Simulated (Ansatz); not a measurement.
# MgO (Fm-3m):V_O, thermodynamic levels from a 216-atom cell

Wanted: the transition levels of a vacancy in MgO (Fm-3m), from a cell of 216 host atoms with 1 O taken out.

Method: place-levels on PBE0 runs: charge-transition levels and formation energies with image-charge correction and potential alignment at the atomic sites, in Ansatz 0.2.0.

Experimental background.

For MgO, rocksalt (bulk crystal), “Electronic structure of alkaline earth and post-transition metal oxides” (2009, arxiv:0908.1581) quotes earlier work: band gap (literature experimental gap) 7.83 eV [Literature value based on experiment; other listed experimental values range from 7.7 to …].

## 1. The starting structure

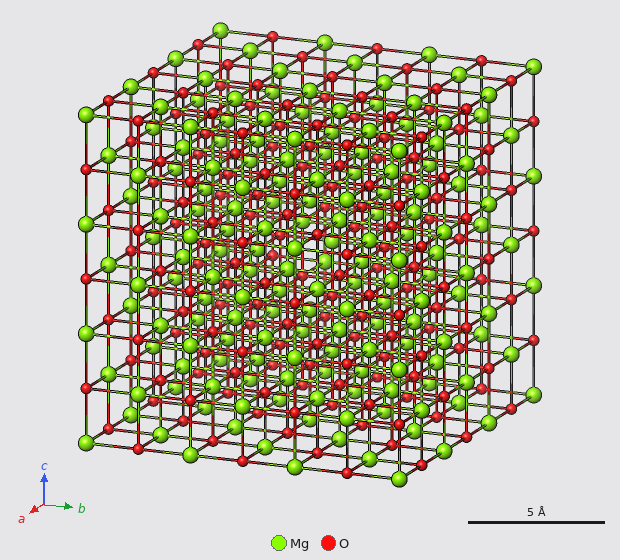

The cell as given, slightly off an axis (magnesium green, oxygen red). Some periodic images of atoms are drawn too.

The cell holds 215 atoms: 108 Mg and 107 O. Cell: a = 12.606 Å, b = 12.606 Å, c = 12.606 Å, α = 90.0°, β = 90.0°, γ = 90.0°. It derives from MgO (space group Fm-3m). Nearest the centre at fractional (0.500, 0.500, 0.500): Mg107 at 2.10 Å, Mg108 at 2.10 Å, Mg106 at 2.10 Å, Mg115 at 2.10 Å, Mg177 at 2.10 Å, Mg130 at 2.10 Å, O110 at 2.97 Å, O111 at 2.97 Å.

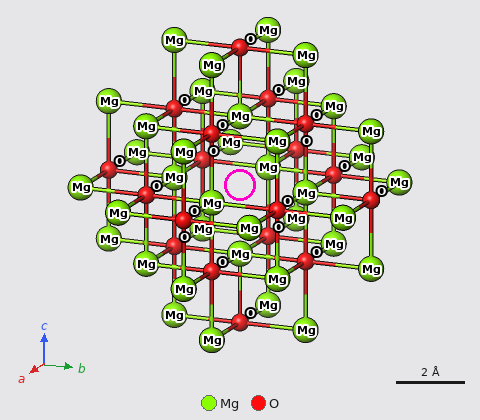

The atoms within 5 Å of the centre. A ring marks the centre wherever it is empty.

The host's dielectric constants go in as inputs: 3.23 for the electrons alone, 10.09 with the ions, computed on the host (DFPT, PBEsol).

The cell's shortest repeat is 12.6 Å.

## 2. What was run first

A transition level is the Fermi level at which two charge states cost the same, so each charge needs its own total energy, at its own relaxed structure.

Random displacements of about 0.05 Å break the site symmetry at the start, so that the relaxation can reach a distorted minimum if there is one. Forces are taken at one point at (¼, ¼, ¼). The cell holds 1 electron fewer than the neutral one, with a uniform background that keeps it neutral on the whole. The electron count is odd, so at least one spin is unpaired; this run locks the moment at 1 μB.

One state's input; the others differ in charge, spin, start and seed, and in occupations where the table says so.

The input, qp1_M1.relax/input.yaml:

```yaml
crystal:
  lattice:
    - [4.20184348, 0.0, 0.0]
    - [0.0, 4.20184348, 0.0]
    - [0.0, 0.0, 4.20184348]
  atoms:
    - { symbol: Mg, position: [0.0, 0.0, 0.0] }
    - { symbol: Mg, position: [0.0, 0.5, 0.5] }
    - { symbol: Mg, position: [0.5, 0.0, 0.5] }
    - { symbol: Mg, position: [0.5, 0.5, 0.0] }
    - { symbol: O, position: [0.0, 0.0, 0.5] }
    - { symbol: O, position: [0.0, 0.5, 0.0] }
    - { symbol: O, position: [0.5, 0.0, 0.0] }
    - { symbol: O, position: [0.5, 0.5, 0.5] }
  supercell: [3, 3, 3]
  defects: [{ vacancy: 111 }]
total_charge: 1
basis:
  ecutwfc: 420
  xc_grid: 2
hamiltonian:
  xc: pbesol
kpoints:
  mp_grid: { grid: [1, 1, 1], shift: [0.25, 0.25, 0.25] }
magnetization:
  spin_polarized: true
  initial_magnetization: 1
  spin_locking: { lock_magnetization: hard }
scf:
  occupations: { method: fixed }
  max_iter: 100
output:
  forces: true
  charged_corrections:
    epsilon: 3.23
    static_epsilon: 10.09
    defect_position: [0.5, 0.5, 0.5]
relax:
  f_tol: 0.02
  max_steps: 60
  random_displacement: { amplitude: 0.05, seed: 12 }
checkpoint:
  write: "../qp1_M1.relax.run"
  compress: false
  write_wavefunctions: true
  write_every: 100000
```

The run is started by

```console
> ansatz run input.yaml --threads 10 --pin off --max-ram 65945MiB --backend cuda --events-out ev --progress --plain --runs-dir out
```

Exact exchange opens the gap and lessens the self-interaction that spreads bound carriers; this run is a single point that starts from the saved hybrid relaxation.

The run of this state that the levels use, under PBE0:

The input, qp1_M1.hybq/input.yaml:

```yaml
crystal:
  checkpoint: "../qp1_M1.hrelax.run"
  host: checkpoint
total_charge: 1
basis:
  ecutwfc: 420
  xc_grid: 2
hamiltonian:
  xc: pbe0
kpoints:
  mp_grid: { grid: [1, 1, 1], shift: [0.25, 0.25, 0.25] }
magnetization:
  spin_polarized: true
  initial_magnetization: 1
  spin_locking: { lock_magnetization: hard }
scf:
  occupations: { method: fixed }
  max_iter: 100
output:
  forces: true
  charged_corrections:
    epsilon: 3.23
    static_epsilon: 10.09
    defect_position: [0.5, 0.5, 0.5]
  eigenvalues: true
checkpoint:
  read: "../qp1_M1.hrelax.run"
  write: "../qp1_M1.hybq.run"
  compress: false
  write_wavefunctions: false
  write_every: 100000
```

Relaxations under PBEsol at one point at (¼, ¼, ¼); times on 1 × NVIDIA H100 80GB HBM3 with 10 threads of AMD EPYC 7R13 (Zen 3), shared host:

```
charge  moment (μB)  occupations    outcome  steps  largest displacement against the far atoms (Å)  time
     0            0        fixed  converged      4                                            0.01  12 s
    +1            1        fixed  converged      4                                            0.10  17 s
    +2            0        fixed  converged      5                                            0.19  15 s
```

Relaxations under PBE0 at the zone centre alone; times on 1 × NVIDIA H100 80GB HBM3 with 10 threads of AMD EPYC 7R13 (Zen 3), shared host:

```
charge  moment (μB)  occupations    outcome  steps  largest displacement against the far atoms (Å)  time
     0            0        fixed  converged      2                                            0.02  27 s
    +1            1        fixed  converged      3                                            0.11  77 s
    +2            0        fixed  converged      3                                            0.20  36 s
```

Single points under PBE0 at one point at (¼, ¼, ¼); times on 1 × NVIDIA H100 80GB HBM3 with 10 threads of AMD EPYC 7R13 (Zen 3), shared host:

```
charge  moment (μB)  occupations    outcome     time
     0            0        fixed  converged     62 s
    +1            1        fixed  converged  2.2 min
    +2            0        fixed  converged     59 s
```

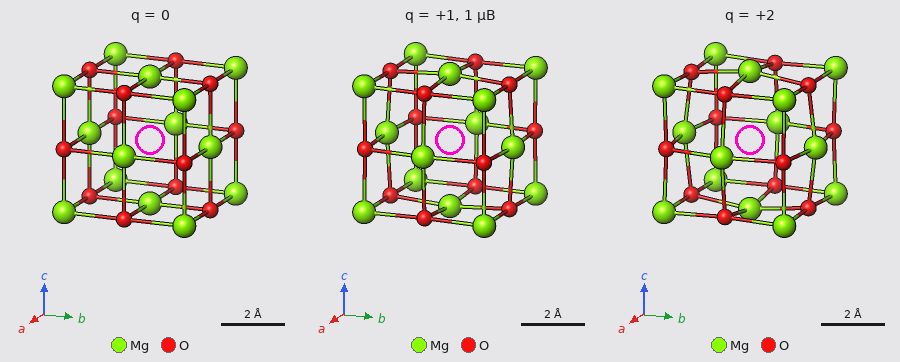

The structures near the centre after relaxation with PBE0, by charge. A ring marks the centre wherever it is empty.

Distances (Å) from the ideal centre to the nearest atoms after relaxation with PBE0:

```
charge  moment (μB)       1.       2.       3.       4.       5.       6.
     0            0  Mg 2.11  Mg 2.11  Mg 2.12  Mg 2.12  Mg 2.12  Mg 2.12
    +1            1  Mg 2.20  Mg 2.21  Mg 2.21  Mg 2.21  Mg 2.21  Mg 2.21
    +2            0  Mg 2.30  Mg 2.30  Mg 2.30  Mg 2.30  Mg 2.30  Mg 2.30
```

## 3. Levels against the band edges, PBEsol

PBEsol is run to see how far the result rests on the functional, though not on the errors that semilocal functionals share; the sampling changes too, to a 2×2×2 shifted mesh, so differences hold both changes.

The input, qp1_M1.semi/input.yaml:

```yaml
crystal:
  checkpoint: "../qp1_M1.relax.run"
  host: checkpoint
total_charge: 1
basis:
  ecutwfc: 420
  xc_grid: 2
hamiltonian:
  xc: pbesol
kpoints:
  mp_grid: { grid: [2, 2, 2], shift: [0.5, 0.5, 0.5] }
magnetization:
  spin_polarized: true
  initial_magnetization: 1
  spin_locking: { lock_magnetization: hard }
scf:
  occupations: { method: fixed }
  max_iter: 100
output:
  forces: true
  charged_corrections:
    epsilon: 3.23
    static_epsilon: 10.09
    defect_position: [0.5, 0.5, 0.5]
  eigenvalues: true
  eigenstates: { localisation: true }
  populations: true
  efg: {}
  write_density: true
  write_potential: true
  volumetric_format: npy
checkpoint:
  read: "../qp1_M1.relax.run"
  write: "../qp1_M1.semi.run"
  compress: false
  write_wavefunctions: false
  write_every: 100000
```

It took 14 s on 1 × NVIDIA H100 80GB HBM3 with 10 threads of AMD EPYC 7R13 (Zen 3), shared host; peak memory 3.1 GiB; 92 s of CPU time.

The input, levels.semi.yaml:

```yaml
host:
  run: host.semi.run
states: [q0.semi.run, qp1_M1.semi.run, qp2.semi.run]
geometry_from:
  q0.semi.run: q0.relax.run
  qp1_M1.semi.run: qp1_M1.relax.run
  qp2.semi.run: qp2.relax.run
chemical_potentials:
  O:
    energy: -558.282649
    dataset: "<sha256 of the dataset>"
```

The run is started by

```console
> ansatz place-levels levels.semi.yaml -- --threads 10 --pin off --max-ram 65945MiB
```

Numbers of over 12 decimals in the logs are rounded to 6 here.

Log:

```text
(+2/+1) 1.600 eV above the valence edge, 3.105 eV under the conduction edge
(+1/0) 2.607 eV above the valence edge, 2.098 eV under the conduction edge
formation energy of charge +2: +2.593 eV with the Fermi level at the valence edge
formation energy of charge +1: +4.193 eV with the Fermi level at the valence edge
formation energy of charge 0: +6.800 eV with the Fermi level at the valence edge
  edges by pbesol, gap 4.704 eV; the host is sampled to repeats of 35.65 Å
[... the lines on each state left out ...]
```

Run time: 0.48 s. Hardware: 10 threads.

Under PBEsol the gap is 4.70 eV, (+2/+1) 1.60, (+1/0) 2.61 eV.

## 4. Levels against the band edges, PBE0, the zone centre alone

Exact exchange opens the gap and lessens the self-interaction that spreads bound carriers; this run is a single point that starts from the saved hybrid relaxation.

The input, qp1_M1.hyb/input.yaml:

```yaml
crystal:
  checkpoint: "../qp1_M1.hrelax.run"
  host: checkpoint
total_charge: 1
basis:
  ecutwfc: 420
  xc_grid: 2
hamiltonian:
  xc: pbe0
kpoints:
  mp_grid: { grid: [1, 1, 1] }
magnetization:
  spin_polarized: true
  initial_magnetization: 1
  spin_locking: { lock_magnetization: hard }
scf:
  occupations: { method: fixed }
  max_iter: 100
output:
  forces: true
  charged_corrections:
    epsilon: 3.23
    static_epsilon: 10.09
    defect_position: [0.5, 0.5, 0.5]
  eigenvalues: true
  eigenstates: { localisation: true }
  populations: true
  efg: {}
  write_density: true
  write_potential: true
  volumetric_format: npy
checkpoint:
  read: "../qp1_M1.hrelax.run"
  write: "../qp1_M1.hyb.run"
  compress: false
  write_wavefunctions: false
  write_every: 100000
```

It took 43 s on 1 × NVIDIA H100 80GB HBM3 with 10 threads; peak memory 4.7 GiB; 2.5 min of CPU time.

The input, levels.hyb.yaml:

```yaml
host:
  run: host.hyb.run
states: [q0.hyb.run, qp1_M1.hyb.run, qp2.hyb.run]
geometry_from:
  q0.hyb.run: q0.hrelax.run
  qp1_M1.hyb.run: qp1_M1.hrelax.run
  qp2.hyb.run: qp2.hrelax.run
chemical_potentials:
  O:
    energy: -564.759332
    dataset: "<sha256 of the dataset>"
```

The run is started by

```console
> ansatz place-levels levels.hyb.yaml -- --threads 10 --pin off --max-ram 65945MiB
```

Log:

```text
(+2/+1) 2.951 eV above the valence edge, 4.357 eV under the conduction edge
(+1/0) 4.149 eV above the valence edge, 3.159 eV under the conduction edge
formation energy of charge +2: -0.139 eV with the Fermi level at the valence edge
formation energy of charge +1: +2.812 eV with the Fermi level at the valence edge
formation energy of charge 0: +6.961 eV with the Fermi level at the valence edge
  edges by pbe0, gap 7.308 eV; the host is sampled to repeats of 12.61 Å
[... the lines on each state left out ...]
```

Elapsed: 0.49 s, on 10 threads.

Under PBE0 the gap is 7.31 eV, (+2/+1) 2.95, (+1/0) 4.15 eV; the stage before (PBEsol, at other k-points) gave a gap of 4.70 eV and levels within 1.54 eV of these.

## 5. Placing the levels, PBE0, one point at (¼, ¼, ¼)

A charged cell interacts with its images and the background, and its potential has another zero than the host's. place-levels removes the first by a point-charge model, screened by the static dielectric constant since the ions have relaxed around the charge, and the second by comparing potentials at atoms far from the defect.

The host is a run of the defect-free crystal in the same cutoffs, grids and k-points, so that basis and sampling errors cancel in part in the differences. The host is run in a cell of 8 atoms on a matching mesh. Its band edges are searched through the zone by a band path, so the gap is smaller than, or equal to, that on the mesh. Chemical potentials are energies per atom of O (O2 molecule), run with the same functional and cutoff.

The input, levels.hybq.yaml:

```yaml
host:
  run: host.hybq.run
states: [q0.hybq.run, qp1_M1.hybq.run, qp2.hybq.run]
geometry_from:
  q0.hybq.run: q0.hrelax.run
  qp1_M1.hybq.run: qp1_M1.hrelax.run
  qp2.hybq.run: qp2.hrelax.run
chemical_potentials:
  O:
    energy: -564.759332
    dataset: "<sha256 of the dataset>"
```

The run is started by

```console
> ansatz place-levels levels.hybq.yaml -- --threads 10 --pin off --max-ram 65945MiB
```

Log:

```text
[... repeated set-up lines and file paths are left out, and long positions are rounded to six places ...]
(+2/+1) 2.954 eV above the valence edge, 4.324 eV under the conduction edge
(+1/0) 4.156 eV above the valence edge, 3.122 eV under the conduction edge
formation energy of charge +2: -0.125 eV with the Fermi level at the valence edge
formation energy of charge +1: +2.829 eV with the Fermi level at the valence edge
formation energy of charge 0: +6.985 eV with the Fermi level at the valence edge
  edges by pbe0, gap 7.278 eV; the host is sampled to repeats of 17.83 Å
  the defect's cells are sampled to repeats of 17.83 Å, like sampling
  charge +2: -268865.5438 eV with its correction of +0.554 eV, at epsilon 10.09, aligned at sites: -0.0444 eV, mean over 123 atomic sites at or beyond 6.30 Å from the defect at [0.5000, 0.5000, 0.5000], with +0.000000 for the charge's moments and without [...]
[...]
charge 0: +0.000 eV for its dipole among its images, +0.000 omitted
  of the host: a hybrid's levels can ripple along a path where its exchange mesh is coarse, and an extremum then takes the crest, of which none of its warnings tells: converge the edges in the exchange mesh (kpoints.mp_grid)
  of states[2] (qp2.hybq.run): how wide its charge is, is not read beside other atoms or cores, and a band state would take no correction. [...]
  of states[1] (qp1_M1.hybq.run): how wide its charge is, is not read beside other atoms or cores, and a band state would take no correction. [...]
```

Run time: 0.4 s. Hardware: 10 threads.

Under PBE0 the gap is 7.28 eV, (+2/+1) 2.95, (+1/0) 4.16 eV; the stage before (PBE0, at other k-points) gave a gap of 7.31 eV and levels within 0.01 eV of these.

Levels between the charges placed, in eV above the valence top:

```
      gap (eV)  (+2/+1)  (+1/0)
PBE0      7.28     2.95    4.16
```

Corrections by state:

```
charge  moment (μB)  image terms and alignment (eV)  band filling (eV)  ε used  over the lowest of its charge, as the program ranks them, band filling apart (eV)
    +2          0.0                           0.554                  -   10.09                                                                              0.000
    +1          1.0                           0.120                  -   10.09                                                                              0.000
     0          0.0                           0.000                  -       -                                                                              0.000
```

From the program's caveats on the states, each cut to its opening words:

- charge +2, +1 (1 μB): how wide its charge is, is not read beside other atoms or cores, and a band state would take no correction
- charge +1 (1 μB): flagged: stability check not made

The host's formation energy from the elements is -2.808 eV per atom; it sets how far the chemical potentials can move.

Limit set by the element alone; other compounds of these elements are not counted. Chemical potentials from the elements' reference states: Mg 0.00 eV, O -5.62 eV. Formation energies (Mg-rich), with the Fermi level at the valence top and at the conduction bottom (gap 7.28 eV):

```
charge  at valence top (eV)  at conduction bottom (eV)  correction included (eV)
    +2                -5.74                       8.82                      0.55
    +1                -2.79                       4.49                      0.12
     0                 1.37                       1.37                      0.00
```

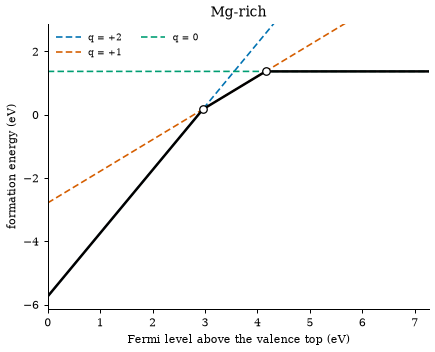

Formation energy against Fermi level; the thick line follows the lowest charge state and circles mark the transition levels.

Limit set by the element alone; other compounds of these elements are not counted. Chemical potentials from the elements' reference states: O 0.00 eV, Mg -5.62 eV. Formation energies (O-rich), with the Fermi level at the valence top and at the conduction bottom (gap 7.28 eV):

```
charge  at valence top (eV)  at conduction bottom (eV)  correction included (eV)
    +2                -0.12                      14.43                      0.55
    +1                 2.83                      10.11                      0.12
     0                 6.99                       6.99                      0.00
```

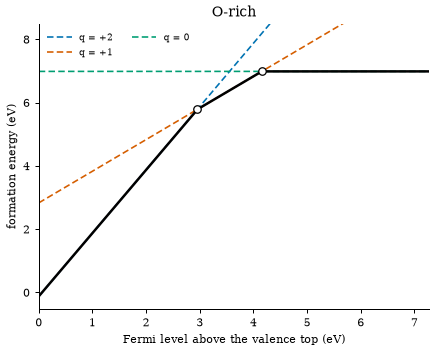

Formation energy against Fermi level; the thick line follows the lowest charge state and circles mark the transition levels.

Charge transition levels, in eV, zero at the valence-band top of the host:

```
     conduction bottom  valence top
V_O               7.28         0.00
```

```
       level  energy (eV)
V_O  (+2/+1)         2.95
V_O   (+1/0)         4.16
```

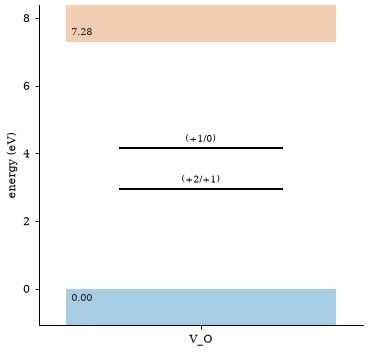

Charge transition levels. Shaded: valence and conduction bands.

## 6. The ladder

Levels between neighbouring charges, in eV above each run's own valence top:

```
                            gap (eV)  (+2/+1)  (+1/0)  GPU time a state at this stage (restarts are quicker than cold starts)
PBEsol, 2×2×2 shifted mesh      4.70     1.60    2.61                                                                    20 s
   PBE0, zone centre alone      7.31     2.95    4.15                                                                    30 s
           PBE0, (¼, ¼, ¼)      7.28     2.95    4.16                                                                    84 s
```

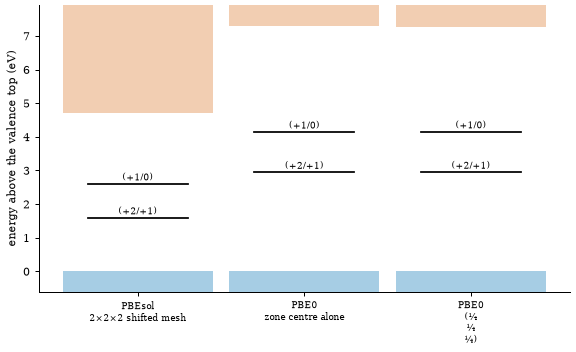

Levels between stable charges at each rung, each against its own band edges (shaded).

## 7. Results

```json
{
 "gap of the host": "7.28 eV (PBE0)",
 "level (plus 2/plus 1)": "2.95 eV above the valence top",
 "level (plus 1/0)": "4.16 eV above the valence top",
 "lowest of the charges placed, just above the valence top (0.02 eV)": "+2",
 "lowest of the charges placed, just below the conduction bottom (0.02 eV)": "0",
 "lowest formation energy at mid-gap of the charges run, Mg-rich": "0.85 eV",
 "lowest formation energy at mid-gap of the charges run, O-rich": "6.47 eV"
}
```

Of the charges placed (0, +1 and +2), the lowest changes at 2.95 eV (+2/+1) and 4.16 eV (+1/0) above the valence top, in a gap of 7.28 eV. Charges above +2 and below 0 were not placed, so these runs say nothing of levels that involve them. States placed: +2 at 0 μB; +1 at 1 μB; 0 at 0 μB. Other spin states or structures, where not listed, weren't placed. What this leaves open: one k-point off the zone centre stands for the whole zone; where a gas molecule sets a chemical potential or the host's formation energy, its binding is uncorrected.

Comparison with the measured values:

| quantity | measured | PBEsol | PBE0 |
| --- | --- | --- | --- |
| band gap (least gap of the host) (eV) | 7.83 | 4.70 (-3.13 eV) | 7.28 (-0.55 eV) |

Measured values from arxiv:0908.1581 (2009).

**Verdict.** For the band gap, of the levels listed nearest comes PBE0 (-0.55 eV, fair agreement) and farthest PBEsol (-3.13 eV, a clear miss). Zero-point and thermal motion shift the measured gap.

[Logs are printed without paths, hosts, clocks, repeated set-up lines and the standing remarks that a program may print on its own settings, such as how far it seeks lower states.]

[Hosts, paths, dates, database ids (printed as entryN), source tags and the programs' standing remarks are cut or masked in the printed files.]

[Where a table of states has a column of steps, it counts the stored structures, which are thinned; the runs took as many ionic steps or more.]

[A defect's name tells the site on which it was built; relaxed atoms can leave that site.]

[For some hosts the program warned that the k-mesh of the response run may be too coarse for force constants and the static dielectric constant; such warnings are not shown here.]
